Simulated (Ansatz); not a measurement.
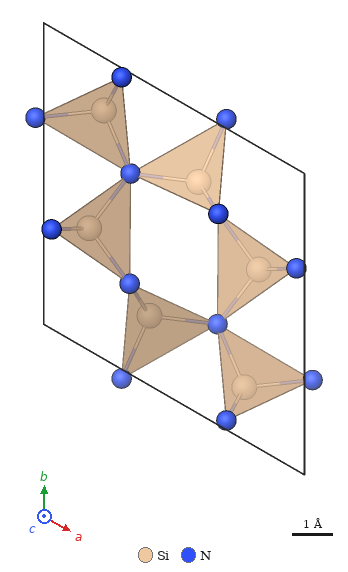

Starting structure of crystalline Si3N4 (built on the database structure type). A polyhedral model of the cell of the calculation, seen along the c axis.

The calculation used Ansatz, DFT, r2SCAN, plane waves, PAW.

Input
```yaml
crystal:
  lattice:
    - [7.663865106, 0.0, 0.0]
    - [-3.831932553, 6.6371018729, 0.0]
    - [0.0, 0.0, 2.9263012732]
  atoms:
    - { symbol: Si, position: [0.2310840944, 0.8249752475, 0.75] }
    - { symbol: Si, position: [0.4061088469, 0.2310840944, 0.25] }
    - { symbol: Si, position: [0.8249752475, 0.5938911531, 0.25] }
    - { symbol: Si, position: [0.1750247525, 0.4061088469, 0.75] }
    - { symbol: Si, position: [0.5938911531, 0.7689159056, 0.75] }
    - { symbol: Si, position: [0.7689159056, 0.1750247525, 0.25] }
    - { symbol: "N", position: [0.3333333333, 0.6666666667, 0.75] }
    - { symbol: "N", position: [0.6666666667, 0.3333333333, 0.25] }
    - { symbol: "N", position: [0.9691646171, 0.6699931122, 0.75] }
    - { symbol: "N", position: [0.2991715049, 0.9691646171, 0.25] }
    - { symbol: "N", position: [0.6699931122, 0.7008284951, 0.25] }
    - { symbol: "N", position: [0.3300068878, 0.2991715049, 0.75] }
    - { symbol: "N", position: [0.0308353829, 0.3300068878, 0.25] }
    - { symbol: "N", position: [0.7008284951, 0.0308353829, 0.75] }
kpoints:
  mp_grid: { grid: [6, 6, 8] }
hamiltonian:
  xc: r2scan
scf:
  occupations: { method: fermi_dirac, width: 0.02 }
relax:
  f_tol: 0.005
  cell: {}
output:
  write_density: true
  write_potential: true
  elf: true
  volumetric_format: npy
```

Question: Where does the relaxation end?

Answer: No atom moves by more than 0.005 Å relative to the cell. The drawn cell changes as follows: a = b 7.664 → 7.606 Å (−0.8 %), c 2.926 → 2.906 Å (−0.7 %); the volume changes by −2.2 %. Near-neighbour distances that change, for instance: Si1–N9 1.748 → 1.734 Å, Si1–N7 1.743 → 1.729 Å, Si1–N10 1.749 → 1.736 Å. The space group stays P6_3/m (No. 176). Over 4 accepted moves (5 points after the start) the energy falls by 4.3 meV per atom. The largest force component goes from 0.045 to 0.00032 eV/Å. Pressure: −5.63 GPa at the start and 0.01 GPa at the end. At 1 point the geometry stayed and the basis and grid were re-selected for the new cell (energy shift of 0.1 meV per atom at most each time). Cost: 47 s on 1 × NVIDIA H100 80GB HBM3 with 2 threads of AMD EPYC 7R13 Processor (Zen 3), with other jobs on the host, peak memory 1.5 GiB.
